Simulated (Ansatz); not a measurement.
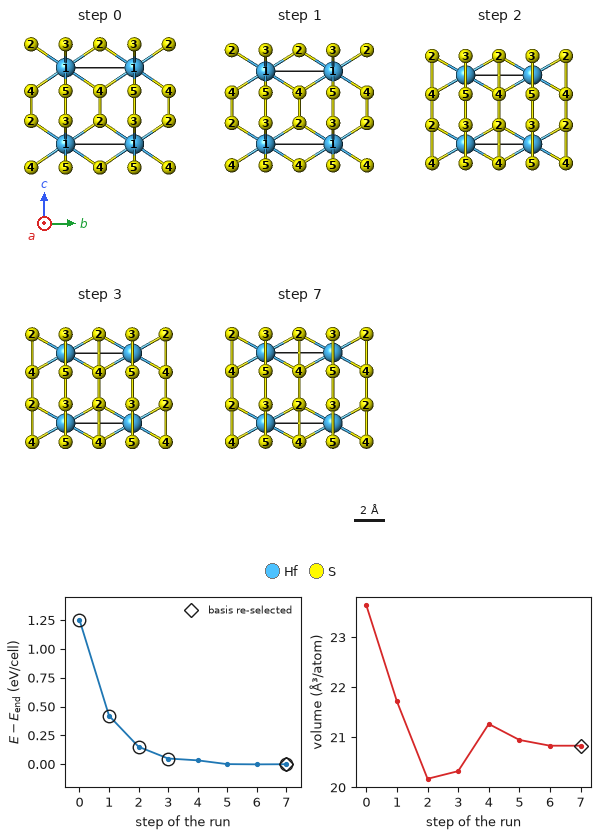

Frames of a relaxation of crystalline HfS4 (a generated structure, set up in P4/mmm) (coarse preliminary run), marked on the history of the run. The picture is a ball-and-stick view of the cell of the calculation, seen along the a axis.

Level of theory: Ansatz 0.2.0, DFT PBE, scalar-relativistic, plane waves, PAW. Set-up: plane-wave cutoff 420 eV; k-point mesh 4 × 4 × 4; occupations gaussian; smearing width 0.1 eV; no spin polarisation; cell and atoms relaxed; force threshold 0.04 eV/Å; at most 70 steps.

Question: Describe the path.

Answer: Over 6 accepted moves (7 points after the start) the energy falls by 1.253 eV per cell of the calculation. The largest force component goes from 1.7 to 0.019 eV/Å. Pressure: −7.96 GPa at the start and 0.06 GPa at the end. The SCF was repeated once at an unchanged geometry on a basis and grid sized afresh for the cell, which shifted the energy by 1.1 meV per cell of the calculation at most. The largest moves relative to the cell, 0.21 Å, are those of S2, S3, S4 and S5. S4 goes along +c. Hf stays in place. The volume changes by −11.9 %, with a = b 4.736 → 4.630 Å (−2.2 %), c 5.269 → 4.859 Å (−7.8 %). Some distances before and after: S2–S4 3.211 → 2.549 Å, S2–S4 (another image) 2.057 → 2.310 Å, Hf1–S2 2.861 → 2.643 Å. Bond angles that change, for instance: Hf1–S3–Hf1 111.7° → 122.3°, Hf1–S3–S5 124.1° → 118.8°. The space group stays P4/mmm (No. 123). From step 0 to 1: S atoms move most (0.07 Å), volume −8.1 %, energy −0.832 eV per cell of the calculation. From step 1 to 2: S atoms move most (0.07 Å), volume −7.1 %, energy −0.269 eV per cell of the calculation. From step 2 to 3: S atoms move most (0.03 Å), volume +0.8 %, energy −0.102 eV per cell of the calculation. From step 3 to 7: S atoms move most (0.04 Å), volume +2.5 %, energy −49.7 meV per cell of the calculation.

| step | E − E(0), meV/atom | largest force component, eV/Å | pressure, GPa | volume, Å³/atom | note |
| --- | --- | --- | --- | --- | --- |
| 0 | 0.00 | 1.7188 | -7.96 | 23.638 |  |
| 1 | -166.41 | 0.9840 | -4.20 | 21.718 |  |
| 2 | -220.23 | 0.6791 | 2.49 | 20.173 |  |
| 3 | -240.64 | 0.4679 | 1.93 | 20.326 |  |
| 4 | -243.83 | 0.3237 | -0.69 | 21.269 |  |
| 5 | -250.39 | 0.0603 | -0.32 | 20.950 |  |
| 6 | -250.80 | 0.0189 | 0.06 | 20.835 |  |
| 7 | -250.58 | 0.0188 | 0.06 | 20.835 | same geometry, new basis |
